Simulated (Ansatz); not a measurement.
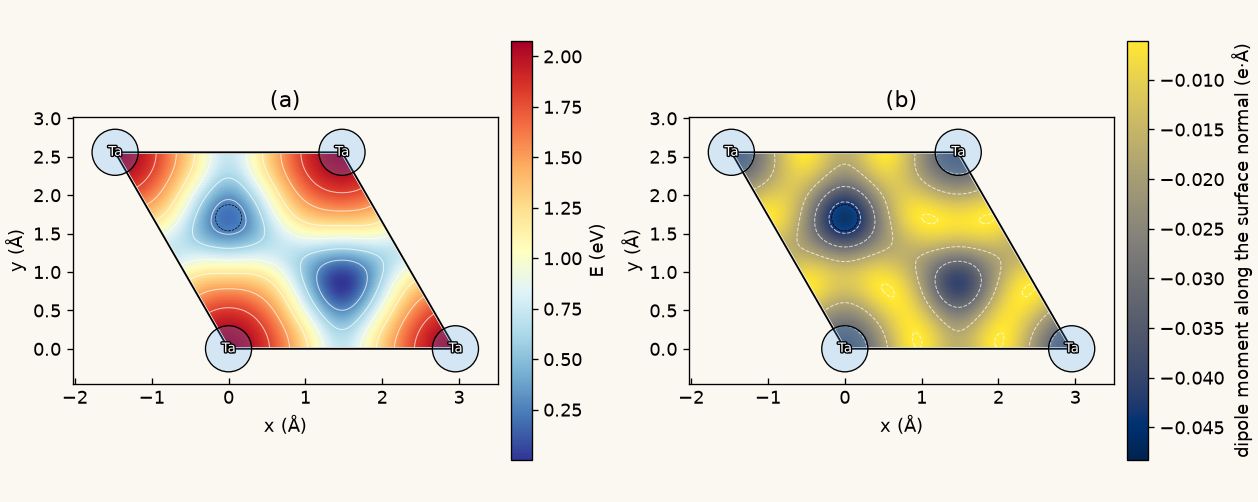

S on a Ta(111) slab cut from the Fm-3m phase, its upper half relaxed before the scan (3 atoms of substrate and one adsorbate in a 1 × 1 cell). 
- S is moved over the surface cell; relaxed at each place: the height of the adsorbate's atoms; substrate rigid; the origin of the map has the adsorbate above Ta3.
- Places are given modulo a cell vector. The map is drawn in real space over the plane of the surface.
- Grid: 6 × 6 points; 10 points were computed and 26 follow by symmetry.
- Energies: eV, counted from the lowest grid point.
- With one adsorbate in each 1 × 1 cell, its nearest image is 3.0 Å away, so neighbouring adsorbates interact.
- Computed with Ansatz, DFT PBEsol, scalar-relativistic, plane waves, PAW. Settings: cutoff 420 eV, k-mesh 9×9×1, gaussian smearing 0.1 eV, no spin polarisation.

Panel (a) is the energy and panel (b) the computed dipole moment along the surface normal on the same grid.

In the figure: a smooth colour map with a few white contour lines, labelled circles for the atoms of the top layer and small ones for the second layer, the outline of one cell of the plane. Between grid points the surface is interpolated.

Question: How does the dipole moment along the surface normal vary over the map, and what is it at the lowest grid point?

Answer: It runs from −0.05 e·Å at a threefold hollow over a second-layer Ta atom, (2/6, 4/6) of the cell vectors to −0.01 e·Å at (0/6, 2/6) of the cell vectors [nearest 1 Ta at 2.24 Å]. At the lowest grid point, a threefold hollow over a third-layer Ta atom, (4/6, 2/6) of the cell vectors, it is −0.04 e·Å.
